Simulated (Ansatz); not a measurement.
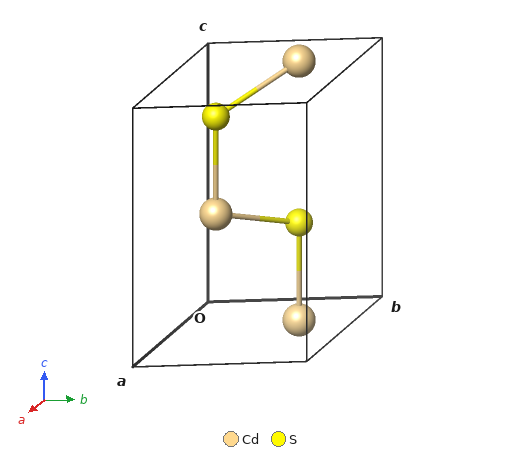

One unit cell is drawn above. Crystal: CdS, coordinates from a relaxation at a target pressure of 4 GPa with Ansatz 0.2.0, DFT PBE, scalar-relativistic, plane waves, PAW. All values are computed from the atomic coordinates in the standard setting (tolerance 0.002 Å).

```
Cd S
1.0
     4.10665    0.00000    0.00000
    -2.05333    3.55647    0.00000
     0.00000    0.00000    6.68504
Cd S
2 2
Cartesian
  2.0533 1.1855 3.3445
  0.0000 2.3710 0.0020
  2.0533 1.1855 5.8608
  0.0000 2.3710 2.5183
```

### What is its point group?

6mm (C6v), order 12, hexagonal system: one sixfold axis, six mirror planes.

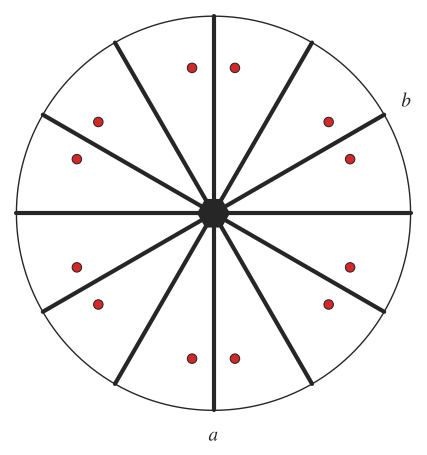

Stereographic projection: filled dots lie in the upper hemisphere, open rings in the lower; heavy lines are mirror planes (a heavy rim: a mirror in the plane of the page); lens, triangle, square and hexagon are 2-, 3-, 4- and 6-fold axes, a lens in an open square is −4, a triangle in an open hexagon −6; thin dashed diameters join the ends of axes that lie in the page; a small open circle marks inversion. The poles are one general form. The c axis points at the viewer.

### What does this class allow?

Class 6mm is not centrosymmetric; polar, so pyroelectricity and piezoelectricity are allowed; it is not chiral. Its Laue class is 6/mmm.
